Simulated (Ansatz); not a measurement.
# Ti: single-point calculation (part 2 of 2)

Continued. System: Ti (slab, 16 atoms in the cell). Method: DFT PBE, scalar-relativistic, plane waves, PAW, PAW set soft_1, no spin polarisation (Ansatz 0.2.0); cutoff 420 eV, 4×4×1 k-mesh, Gaussian smearing of 0.1 eV. The structure derives from an entry of the Crystallography Open Database.

Geometry of the input (Å; fractional positions):
```
6.5107  0.0000  0.0000
0.0000  6.5107  0.0000
0.0000  0.0000  20.1794
Ti 0.2500  0.2500  0.1982
Ti 0.2500  0.7500  0.1982
Ti 0.7500  0.2500  0.1982
Ti 0.7500  0.7500  0.1982
Ti 0.0000  0.0000  0.2789
Ti 0.0000  0.5000  0.2789
Ti 0.5000  0.0000  0.2789
Ti 0.5000  0.5000  0.2789
Ti 0.2500  0.2500  0.3552
Ti 0.2500  0.7500  0.3552
Ti 0.7500  0.2500  0.3552
Ti 0.7500  0.7500  0.3552
Ti 0.0000  0.0000  0.4301
Ti 0.0000  0.5000  0.4301
Ti 0.5000  0.0000  0.4301
Ti 0.5000  0.5000  0.4301
```

## Output, continued
```
  k-point 0: bands = ["-54.8531", "-54.8391", "-54.8391", "-54.8292", "-54.7251", "-54.7076", "-54.7076", "-54.6975", "-54.1224", "-54.0821", "-54.0821", "-54.0714", "-53.9790", "-53.9790", "-53.9680", "-53.9471", "-31.2362", "-31.2362", "-31.2224", "-31.1851", "-31.1682", "-31.1682", "-31.1509", "-31.1509", "-31.1194", "-31.1194", "-31.0976", "-31.0609", "-31.0585", "-31.0585", "-31.0579", "-31.0579", "-31.0229", "-31.0229", "-30.9937", "-30.9937", "-30.9190", "-30.9190", "-30.8758", "-30.8758", "-30.5143", "-30.5143", "-30.5113", "-30.5113", "-30.4862", "-30.4826", "-30.4826", "-30.3755", "-30.3755", "-30.3753", "-30.3054", "-30.2936", "-30.2936", "-30.2057", "-30.1908", "-30.1908", "-30.1289", "-30.1289", "-30.1280", "-30.1280", "-30.1057", "-30.1057", "-30.0737", "-30.0737", "-3.0892", "-1.5286", "-0.2655", "-0.2655", "-0.2447", "-0.2447", "0.0414", "0.2512", "0.2571", "0.2611", "0.3181", "0.3181", "0.3184", "0.3267", "0.3267", "1.3011", "1.3036", "1.3378", "1.4870", "1.4870", "1.7922", "1.7922", "1.8070", "1.8070", "1.8186", "1.8186", "1.9611", "1.9611", "2.0040", "2.0040", "2.0415", "2.0415", "2.3789", "2.4936", "2.5331", "2.5331", "2.5353", "2.5353", "2.8728", "2.9497", "2.9497", "2.9699", "2.9699", "3.0884", "3.0884", "3.2089", "3.2158", "3.2158", "3.3748", "3.3748", "3.6669", "3.6669"]
  k-point 1: bands = ["-54.8511", "-54.8411", "-54.8376", "-54.8306", "-54.7226", "-54.7102", "-54.7061", "-54.6989", "-54.1175", "-54.0895", "-54.0805", "-54.0729", "-53.9774", "-53.9728", "-53.9696", "-53.9507", "-31.2338", "-31.2296", "-31.2240", "-31.1957", "-31.1613", "-31.1497", "-31.1489", "-31.1254", "-31.1164", "-31.1132", "-31.1012", "-31.0831", "-31.0559", "-31.0559", "-31.0435", "-31.0390", "-31.0231", "-31.0186", "-31.0164", "-30.9979", "-30.9417", "-30.9128", "-30.9022", "-30.8822", "-30.5225", "-30.5217", "-30.5104", "-30.5030", "-30.4887", "-30.4784", "-30.4750", "-30.4087", "-30.3685", "-30.3615", "-30.3155", "-30.3054", "-30.2789", "-30.1982", "-30.1817", "-30.1637", "-30.1336", "-30.1287", "-30.1254", "-30.1224", "-30.1101", "-30.1072", "-30.0877", "-30.0857", "-2.8323", "-1.3166", "-1.1116", "-0.2208", "-0.0667", "-0.0542", "0.1631", "0.3006", "0.3147", "0.3162", "0.3498", "0.4718", "0.4996", "0.5011", "0.5252", "1.3438", "1.3460", "1.3496", "1.3592", "1.3779", "1.4169", "1.6670", "1.6843", "1.8002", "1.8403", "1.8883", "1.8968", "1.9188", "2.0003", "2.0620", "2.0803", "2.1397", "2.2342", "2.3626", "2.4420", "2.4594", "2.5685", "2.6202", "2.7425", "2.7858", "2.9917", "3.0172", "3.0310", "3.0657", "3.1175", "3.1799", "3.2063", "3.2218", "3.3194", "3.3554", "3.3556", "3.4320"]
  k-point 2: bands = ["-54.8461", "-54.8461", "-54.8341", "-54.8341", "-54.7164", "-54.7164", "-54.7025", "-54.7025", "-54.1047", "-54.1047", "-54.0767", "-54.0767", "-53.9735", "-53.9735", "-53.9606", "-53.9606", "-31.2285", "-31.2285", "-31.2135", "-31.2135", "-31.1503", "-31.1503", "-31.1142", "-31.1142", "-31.1044", "-31.1044", "-31.0894", "-31.0894", "-31.0707", "-31.0707", "-31.0535", "-31.0535", "-31.0082", "-31.0082", "-30.9920", "-30.9920", "-30.9634", "-30.9634", "-30.8976", "-30.8976", "-30.5307", "-30.5307", "-30.5020", "-30.5020", "-30.4753", "-30.4753", "-30.4586", "-30.4586", "-30.3475", "-30.3475", "-30.3325", "-30.3325", "-30.2305", "-30.2305", "-30.1486", "-30.1486", "-30.1209", "-30.1209", "-30.1191", "-30.1191", "-30.1138", "-30.1138", "-30.1129", "-30.1129", "-2.1133", "-2.1133", "-0.7713", "-0.7713", "0.2934", "0.2934", "0.3037", "0.3037", "0.3067", "0.3067", "0.5172", "0.5172", "0.8806", "0.8806", "0.8815", "0.8815", "0.9556", "0.9556", "1.5078", "1.5078", "1.5099", "1.5099", "1.6648", "1.6648", "1.7160", "1.7160", "1.7463", "1.7463", "2.1190", "2.1190", "2.2541", "2.2541", "2.3452", "2.3452", "2.4103", "2.4103", "2.4532", "2.4532", "2.5157", "2.5157", "2.9647", "2.9647", "2.9886", "2.9886", "3.0767", "3.0767", "3.2177", "3.2177", "3.2969", "3.2969", "3.4093", "3.4093"]
  k-point 5: bands = ["-54.8401", "-54.8401", "-54.8401", "-54.8401", "-54.7095", "-54.7095", "-54.7095", "-54.7095", "-54.0916", "-54.0916", "-54.0916", "-54.0916", "-53.9662", "-53.9662", "-53.9662", "-53.9662", "-31.2193", "-31.2193", "-31.2193", "-31.2193", "-31.1079", "-31.1079", "-31.1079", "-31.1079", "-31.0858", "-31.0858", "-31.0858", "-31.0858", "-31.0734", "-31.0734", "-31.0734", "-31.0734", "-30.9881", "-30.9881", "-30.9881", "-30.9881", "-30.9700", "-30.9700", "-30.9700", "-30.9700", "-30.5071", "-30.5071", "-30.5071", "-30.5071", "-30.4455", "-30.4455", "-30.4455", "-30.4455", "-30.3819", "-30.3819", "-30.3819", "-30.3819", "-30.1914", "-30.1914", "-30.1914", "-30.1914", "-30.1294", "-30.1294", "-30.1294", "-30.1294", "-30.0904", "-30.0904", "-30.0904", "-30.0904", "-1.2541", "-1.2541", "-1.2541", "-1.2541", "0.0650", "0.0650", "0.0650", "0.0650", "1.0215", "1.0215", "1.0215", "1.0215", "1.0649", "1.0649", "1.0649", "1.0649", "1.1449", "1.1449", "1.1449", "1.1449", "1.4660", "1.4660", "1.4660", "1.4660", "1.5790", "1.5790", "1.5790", "1.5790", "2.0276", "2.0276", "2.0276", "2.0276", "2.1469", "2.1469", "2.1469", "2.1469", "2.3669", "2.3669", "2.3669", "2.3669", "2.8201", "2.8201", "2.8201", "2.8201", "2.9409", "2.9409", "2.9409", "2.9409", "3.0482", "3.0482", "3.0482", "3.0482"]
```

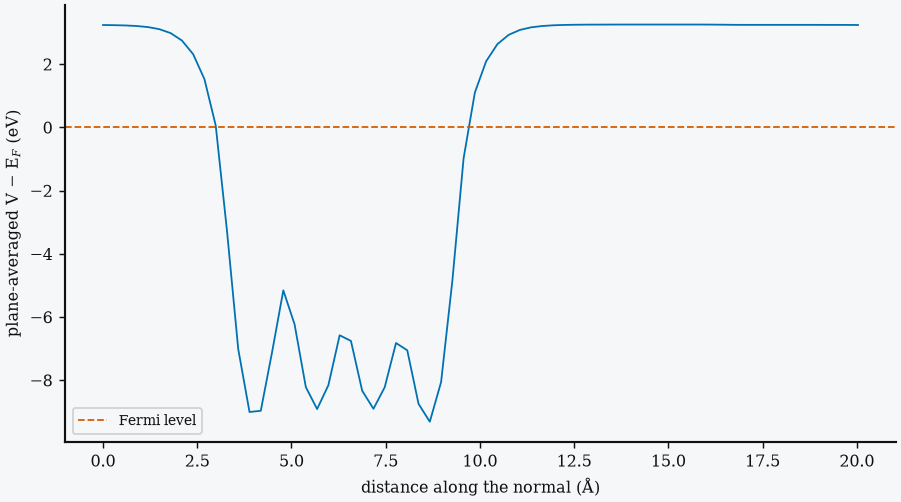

Figure 1. Plane average of the electrostatic potential energy of an electron across the cell, from the Fermi level. The vacuum level lies 3.25 eV above the Fermi level.

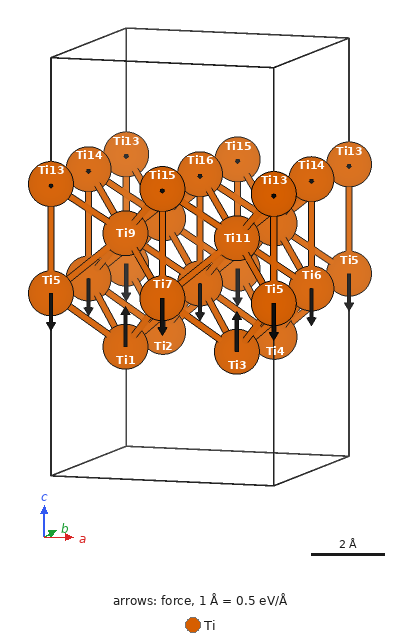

Figure 2. Forces on the atoms as black arrows (ball-and-stick view of the cell of the calculation, with the vacuum cut short, seen slightly off an axis; atoms are numbered from 1 in the order of the input); the smallest are left out. The largest act on Ti1, Ti2, Ti3, Ti4 (0.57 eV/Å); Ti5, Ti6, Ti7, Ti8 (0.53 eV/Å). The geometry is not a stationary point of this energy.

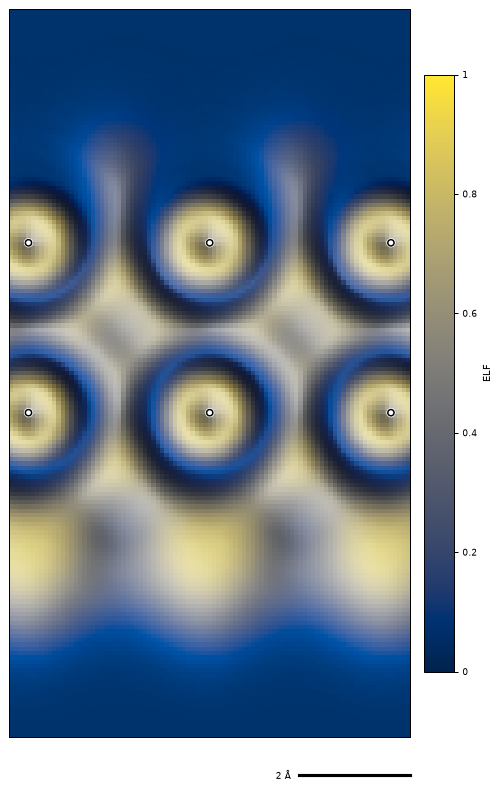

Figure 3. ELF on the (100) plane of the calculation cell, a cut from vacuum to vacuum. Circles mark the nuclei in the plane (Ti). Atoms in the plane: Ti. Ti–Ti (3.05 Å): the ELF is about 0.40 at the midpoint (metallic bonding. The strong features right at Ti lie inside the PAW spheres (semicore, d or f shells) and say nothing about bonding. In a PAW calculation such maps are meaningful between the atoms, not at the nuclei.

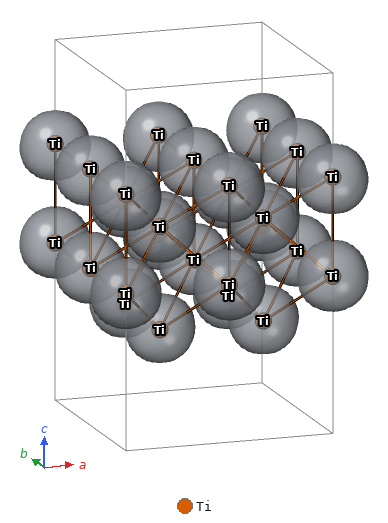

Figure 4. Isosurface of the valence charge density (pseudo) at 0.3 e/Å³ (grey), seen slightly off an axis. Sticks mark near contacts. At this value the density breaks into separate islands; it holds about 80 % of the electrons treated as valence (semicore included). It is pinched off along the Ti–Ti (2.75 Å), Ti–Ti (2.82 Å) and Ti–Ti (3.05 Å) contacts. On the grid the lowest density along these lines, outside the cores, is 0.22 e/Å³ (Ti–Ti, 2.75 Å), 0.2 e/Å³ (Ti–Ti, 2.82 Å) and 0.21 e/Å³ (Ti–Ti, 3.05 Å).
